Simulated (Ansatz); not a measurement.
The coordinates of a crystal:

```xyz
8
Lattice="4.3313 0.0000 0.0000 0.0000 12.2066 0.0000 0.0000 0.0000 4.4505" Properties=species:S:1:pos:R:3 pbc="T T T"
Pb    2.1657   10.5982    3.3379
Pb    0.0000    7.7116    1.1126
Se    2.1657    7.7964    3.3379
Se    0.0000   10.5134    1.1126
Pb    0.0000    4.4949    3.3379
Pb    2.1657    1.6083    1.1126
Se    0.0000    1.6932    3.3379
Se    2.1657    4.4101    1.1126
```

### Characterise the structure given above.

Chemical formula PbSe. The symmetry is that of Cmcm (No. 63), on a base-centred orthorhombic lattice. With Z = 4, the cell contains 4 Pb, 4 Se. The Pb atoms are each bonded to five Se in a distorted square pyramidal arrangement at 2.80 to 3.11 Å. Se is coordinated by five Pb in a distorted square pyramidal arrangement at 2.80 to 3.11 Å. The bonds build PbSe layers parallel to (010).

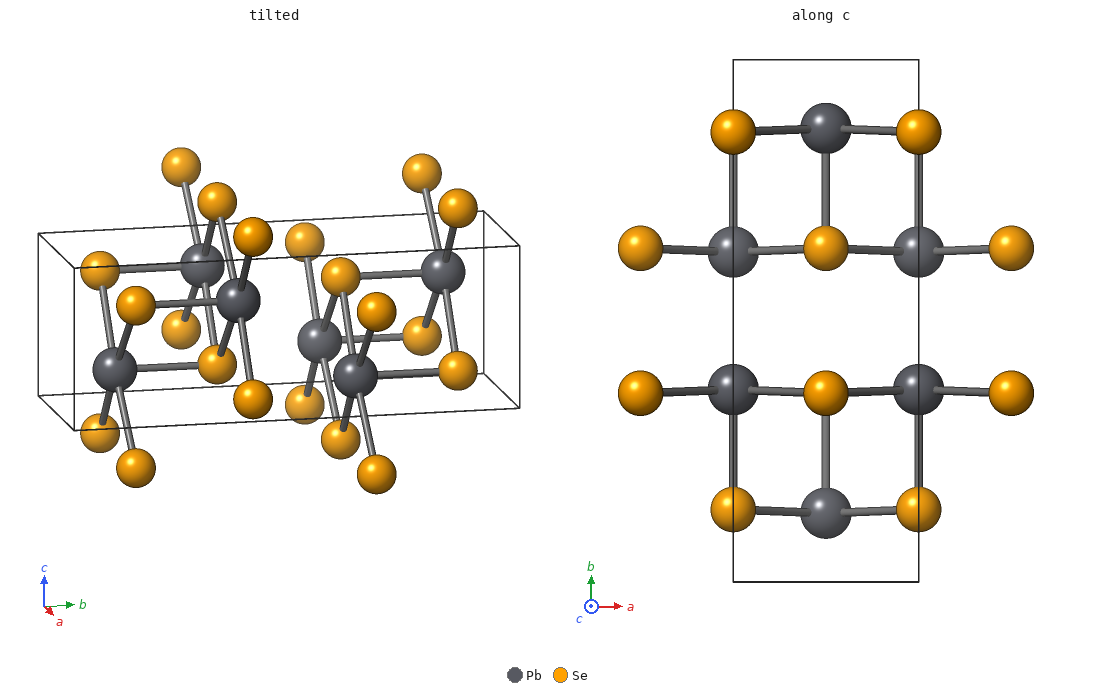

An orthographic ball-and-stick view of the structure, slightly off an axis and along the c axis. The conventional unit cell is outlined; an atom on or near a face, edge or corner is repeated at each equivalent position. Some atoms of the next cells are drawn as well.

It goes back to a structure listed in the Materials Project. The cell was then strained or its atoms displaced on purpose. It went into a calculation with Ansatz.
